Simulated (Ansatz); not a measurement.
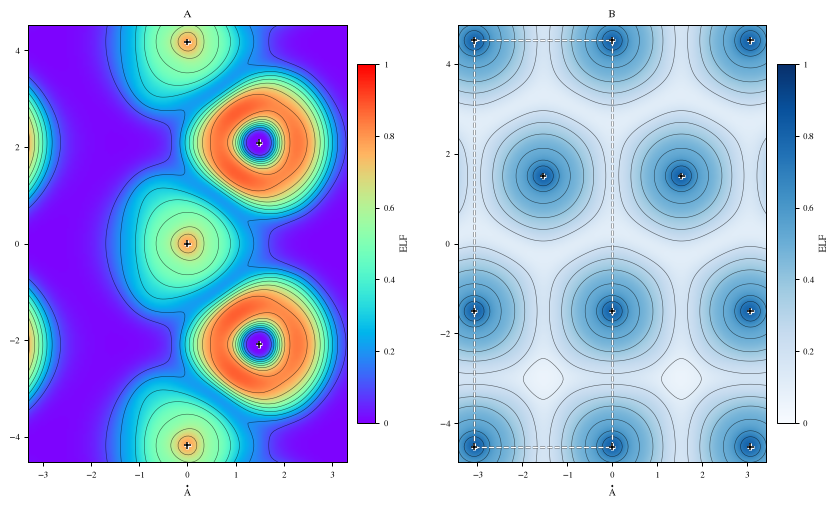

The ELF of 2 systems, each on a plane through atoms (crosses mark nuclei in the plane).

The calculation used DFT PBE+D3(BJ), scalar-relativistic, plane waves, PAW in Ansatz.

System 1: HgS, the (101) plane of the conventional cell. Space group F-43m.

```
Hg S
1.0
     5.91464    0.00000    0.00000
     0.00000    0.00000   -5.91464
     0.00000    5.91464    0.00000
Hg S
4 4
Cartesian
  2.9573 0.0000 -2.9573
  0.0000 2.9573 -2.9573
  0.0000 0.0000 0.0000
  2.9573 2.9573 0.0000
  1.4787 1.4787 -4.4360
  4.4360 4.4360 -4.4360
  4.4360 1.4787 -1.4787
  1.4787 4.4360 -1.4787
```

System 2: Hg, the (110) plane of the conventional cell. Space group P6/mmm; changed on purpose from its base cell (volume × 0.94, shape and atoms relaxed).

Question: Match each panel to its system.

Answer: Panel A is system 1, HgS: the plane holds Hg and S. Hg–S (2.56 Å): the ELF peaks at about 0.90 in the valence shell of S, 0.8 Å from its nucleus, and drops to about 0.20 between the two atoms. Panel B is system 2, Hg: the plane holds Hg. Hg–Hg (3.01 Å): the ELF is about 0.20 at the midpoint (no shared electron pair shows on this line).
